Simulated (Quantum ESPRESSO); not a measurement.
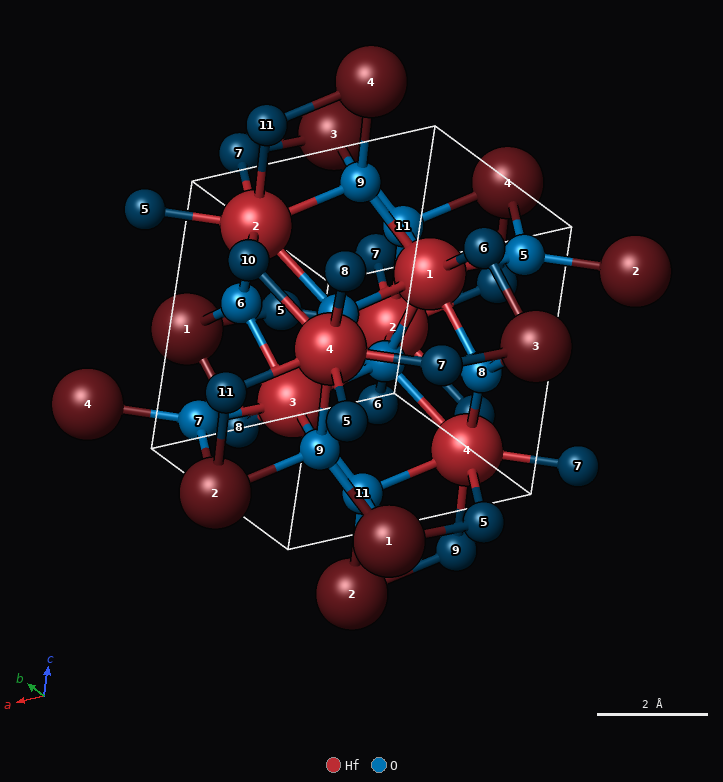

**Figure 1.** The structure (ball-and-stick view of the cell of the calculation, seen at an oblique angle; neighbours outside the cell are drawn fainter; atoms are numbered from 1 in the order of the input). Near neighbours in the crystal (not all of them lie inside the picture): Hf has 7 O at 2.02 to 2.23 Å; O has 3 Hf at 2.02 to 2.11 Å; O has 4 Hf at 2.12 to 2.23 Å.

**Run report: HfO$_{2}$, single-point calculation (part 1 of 2)**

System: HfO$_{2}$ (P2₁/c, 12 atoms in the cell).
Method: Kohn-Sham DFT of a periodic cell, PBEsol, GBRV 1.5 PBEsol, no spin polarisation (Quantum ESPRESSO 7.5).

The structure derives from an entry of the Crystallography Open Database. The volume is scaled by 0.98.

### The program's output
```
This program is part of the open-source Quantum ESPRESSO suite
     for quantum simulation of materials; please cite
         "P. Giannozzi et al., J. Phys.:Condens. Matter 21 395502 (2009);
         "P. Giannozzi et al., J. Phys.:Condens. Matter 29 465901 (2017);
         "P. Giannozzi et al., J. Chem. Phys. 152 154105 (2020);
          URL
     in publications or presentations arising from this work. More details at

     Message from routine setup:
     using ibrav=0 with symmetry is DISCOURAGED, use correct ibrav instead

     K-points division:     npool     =       2
     Subspace diagonalization in iterative solution of the eigenvalue problem:
     a serial algorithm will be used

     G-vector sticks info
     --------------------
     sticks:   dense  smooth     PW     G-vecs:    dense   smooth      PW
     Sum        2677    1341    375               105445    37269    5517

     Using Slab Decomposition

     bravais-lattice index     =            0
     lattice parameter (alat)  =       9.6067  a.u.
     unit-cell volume          =     915.1458 (a.u.)^3
     number of atoms/cell      =           12
     number of atomic types    =            2
     number of electrons       =        96.00
     number of Kohn-Sham states=           62
     kinetic-energy cutoff     =      45.0000  Ry
     charge density cutoff     =     360.0000  Ry
     scf convergence threshold =      2.4E-09
     mixing beta               =       0.5000
     number of iterations used =            8  plain     mixing
     Exchange-correlation= SLA  PW   PSX  PSC
                           (   1   4  10   8   0   0   0)

     celldm(1)=   9.606706  celldm(2)=   0.000000  celldm(3)=   0.000000
     celldm(4)=   0.000000  celldm(5)=   0.000000  celldm(6)=   0.000000

     crystal axes: (cart. coord. in units of alat)
               a(1) = (   1.000000   0.000000   0.000000 )
               a(2) = (   0.000000   1.013228   0.000000 )
               a(3) = (  -0.167773   0.000000   1.018731 )

     reciprocal axes: (cart. coord. in units 2 pi/alat)
               b(1) = (  1.000000 -0.000000  0.164688 )
               b(2) = (  0.000000  0.986945 -0.000000 )
               b(3) = (  0.000000  0.000000  0.981613 )

     PseudoPot. # 1 for Hf read from file:
     hf_pbesol_v1.uspp.F.UPF
     Pseudo is Ultrasoft + core correction, Zval = 12.0
     Generated by new atomic code, or converted to UPF format
     Using radial grid of  921 points,  8 beta functions with:
                l(1) =   0
                l(2) =   0
                l(3) =   0
                l(4) =   1
                l(5) =   1
                l(6) =   2
                l(7) =   2
                l(8) =   3
     Q(r) pseudized with  6 coefficients,  rinner =    1.200   1.200   1.200
                                                       1.200   1.200   1.200
                                                       1.200

     PseudoPot. # 2 for O  read from file:
     o_pbesol_v1.2.uspp.F.UPF
     Pseudo is Ultrasoft + core correction, Zval =  6.0
     Generated by new atomic code, or converted to UPF format
     Using radial grid of  737 points,  5 beta functions with:
                l(1) =   0
                l(2) =   0
                l(3) =   1
                l(4) =   1
                l(5) =   2
     Q(r) pseudized with  8 coefficients,  rinner =    0.900   0.900   0.900
                                                       0.900   0.900

     atomic species   valence    mass     pseudopotential
     Hf               12.00   178.49000     Hf( 1.00)
     O                 6.00    15.99900     O ( 1.00)

      4 Sym. Ops., with inversion, found ( 2 have fractional translation)

   Cartesian axes

     site n.     atom                  positions (alat units)
         1        Hf     tau(   1) = (   0.1567166   0.4663888   0.7212618  )
         2        Hf     tau(   2) = (   0.5916237   0.9730027   0.8068352  )
         3        Hf     tau(   3) = (   0.6755102   0.5468391   0.2974696  )
         4        Hf     tau(   4) = (   0.2406032   0.0402251   0.2118961  )
         5        O      tau(   5) = (  -0.0678535   0.1706276   0.8625598  )
         6        O      tau(   6) = (   0.8161938   0.6772415   0.6655372  )
         7        O      tau(   7) = (   0.9000804   0.8426003   0.1561715  )
         8        O      tau(   8) = (   0.0160330   0.3359863   0.3531942  )
         9        O      tau(   9) = (   0.2842655   0.7517137   0.9984586  )
        10        O      tau(  10) = (   0.4640747   0.2450998   0.5296384  )
        11        O      tau(  11) = (   0.5479613   0.2615141   0.0202728  )
        12        O      tau(  12) = (   0.3681521   0.7681280   0.4890929  )

     number of k points=    10  Fermi-Dirac smearing, width (Ry)=  0.0037
                       cart. coord. in units 2pi/alat
        k(    1) = (   0.0000000   0.0000000   0.0000000), wk =   0.0740741
        k(    2) = (   0.0000000   0.0000000   0.3272043), wk =   0.1481481
        k(    3) = (   0.0000000   0.3289816   0.0000000), wk =   0.1481481
        k(    4) = (   0.0000000   0.3289816   0.3272043), wk =   0.2962963
        k(    5) = (   0.3333333   0.0000000   0.0548961), wk =   0.1481481
        k(    6) = (   0.3333333   0.0000000   0.3821005), wk =   0.1481481
        k(    7) = (   0.3333333   0.0000000  -0.2723082), wk =   0.1481481
        k(    8) = (   0.3333333   0.3289816   0.0548961), wk =   0.2962963
        k(    9) = (   0.3333333   0.3289816   0.3821005), wk =   0.2962963
        k(   10) = (   0.3333333   0.3289816  -0.2723082), wk =   0.2962963

     Dense  grid:   105445 G-vectors     FFT dimensions: (  60,  60,  60)

     Smooth grid:    37269 G-vectors     FFT dimensions: (  45,  48,  48)

     Check: negative core charge=   -0.000003

     Initial potential from superposition of free atoms

     starting charge      88.0000, renormalised to      96.0000

     negative rho (up, down):  4.624E-01 0.000E+00
     Starting wfcs are   84 randomized atomic wfcs

     Self-consistent Calculation

     iteration #  1     ecut=    45.00 Ry     beta= 0.50
     Davidson diagonalization with overlap
     ethr =  1.00E-02,  avg # of iterations =  2.1

     negative rho (up, down):  4.432E-01 0.000E+00

     total energy              =    -893.36335573 Ry
     estimated scf accuracy    <       4.00249023 Ry

     iteration #  2     ecut=    45.00 Ry     beta= 0.50
     Davidson diagonalization with overlap
     ethr =  4.17E-03,  avg # of iterations =  2.0

     negative rho (up, down):  4.458E-01 0.000E+00

     total energy              =    -893.88390929 Ry
     estimated scf accuracy    <       0.66104756 Ry

     iteration #  3     ecut=    45.00 Ry     beta= 0.50
     Davidson diagonalization with overlap
     ethr =  6.89E-04,  avg # of iterations =  2.0

     negative rho (up, down):  4.506E-01 0.000E+00

     total energy              =    -893.97313784 Ry
     estimated scf accuracy    <       0.05103829 Ry

     iteration #  4     ecut=    45.00 Ry     beta= 0.50
     Davidson diagonalization with overlap
     ethr =  5.32E-05,  avg # of iterations = 11.1

     negative rho (up, down):  4.543E-01 0.000E+00

     total energy              =    -893.98285499 Ry
     estimated scf accuracy    <       0.00257908 Ry

     iteration #  5     ecut=    45.00 Ry     beta= 0.50
     Davidson diagonalization with overlap
     ethr =  2.69E-06,  avg # of iterations =  7.5

     negative rho (up, down):  4.551E-01 0.000E+00

     total energy              =    -893.98313847 Ry
     estimated scf accuracy    <       0.00080603 Ry

     iteration #  6     ecut=    45.00 Ry     beta= 0.50
     Davidson diagonalization with overlap
     ethr =  8.40E-07,  avg # of iterations =  2.0

     negative rho (up, down):  4.551E-01 0.000E+00

     total energy              =    -893.98323370 Ry
     estimated scf accuracy    <       0.00004732 Ry

     iteration #  7     ecut=    45.00 Ry     beta= 0.50
     Davidson diagonalization with overlap
     ethr =  4.93E-08,  avg # of iterations =  2.7

     negative rho (up, down):  4.551E-01 0.000E+00

     total energy              =    -893.98324511 Ry
     estimated scf accuracy    <       0.00000508 Ry

     iteration #  8     ecut=    45.00 Ry     beta= 0.50
     Davidson diagonalization with overlap
     ethr =  5.29E-09,  avg # of iterations =  2.0

     negative rho (up, down):  4.551E-01 0.000E+00

     total energy              =    -893.98324613 Ry
     estimated scf accuracy    <       0.00000023 Ry

     iteration #  9     ecut=    45.00 Ry     beta= 0.50
     Davidson diagonalization with overlap
     ethr =  2.35E-10,  avg # of iterations =  2.5

     negative rho (up, down):  4.551E-01 0.000E+00

     total energy              =    -893.98324617 Ry
     estimated scf accuracy    <          6.7E-09 Ry

     iteration # 10     ecut=    45.00 Ry     beta= 0.50
     Davidson diagonalization with overlap
     ethr =  6.93E-12,  avg # of iterations =  4.2

     negative rho (up, down):  4.551E-01 0.000E+00

     total energy              =    -893.98324618 Ry
     estimated scf accuracy    <          2.7E-09 Ry

     iteration # 11     ecut=    45.00 Ry     beta= 0.50
     Davidson diagonalization with overlap
     ethr =  2.77E-12,  avg # of iterations =  2.5

     negative rho (up, down):  4.551E-01 0.000E+00

     End of self-consistent calculation

          k = 0.0000 0.0000 0.0000 (  4661 PWs)   bands (ev):

   -49.2356 -49.2135 -49.2095 -49.2086 -18.3964 -18.3630 -18.3392 -18.1131
   -18.0478 -18.0089 -17.9796 -17.9419 -17.9087 -17.8926 -17.8441 -17.7845
    -7.1348  -5.7153  -5.5326  -5.5253  -4.9795  -4.9349  -4.8342  -4.7032
     5.2984   5.3869   5.9391   6.1604   6.2776   6.6225   7.5004   7.7641
     7.9057   8.1066   8.1572   8.2730   8.9052   8.9913   9.0493   9.0743
     9.3118   9.7696   9.8483   9.9240  10.3819  10.4250  10.7798  10.9222
    15.4807  16.0914  16.2709  16.5024  16.6906  16.9318  17.2057  17.3867
    17.6469  17.7541  18.3986  18.4352  18.6327  19.0791

          k = 0.0000 0.0000 0.3272 (  4679 PWs)   bands (ev):

   -49.2297 -49.2182 -49.2096 -49.2096 -18.3200 -18.2851 -18.2521 -18.1769
   -18.1372 -18.0091 -17.9653 -17.9620 -17.9198 -17.8879 -17.8734 -17.8612
    -6.6900  -5.7924  -5.5798  -5.4817  -5.0948  -5.0023  -4.9971  -4.8051
     5.6484   5.9545   6.2670   6.4579   6.8457   6.9766   7.0251   7.2692
     7.3880   8.0477   8.2335   8.3592   8.5692   8.6246   8.9389   9.0733
     9.3822   9.5007   9.5677   9.9257  10.2424  10.3074  10.4184  10.5897
    15.6429  15.8869  16.1203  16.4303  17.0419  17.1714  17.6453  17.7596
    17.9182  17.9747  18.2434  18.5492  18.9383  19.2685

          k = 0.0000 0.3290 0.0000 (  4663 PWs)   bands (ev):

   -49.2308 -49.2205 -49.2081 -49.2078 -18.3285 -18.3074 -18.2369 -18.1403
   -18.1203 -18.0333 -17.9976 -17.9816 -17.9263 -17.9256 -17.8532 -17.8008
    -6.6700  -5.7839  -5.4624  -5.4400  -5.2606  -5.0045  -4.9286  -4.8818
     5.6340   5.7256   6.1314   6.3436   6.6671   6.8440   7.1010   7.1455
     7.4017   7.9955   8.2827   8.3669   8.6552   8.9115   9.3429   9.3481
     9.4237   9.5071   9.8916   9.9809  10.0465  10.1540  10.5727  10.6364
    16.1164  16.1192  16.2944  16.5035  16.7045  16.9724  17.3151  17.4129
    17.7780  18.1839  18.2413  18.7418  18.7425  19.2286

          k = 0.0000 0.3290 0.3272 (  4652 PWs)   bands (ev):
```
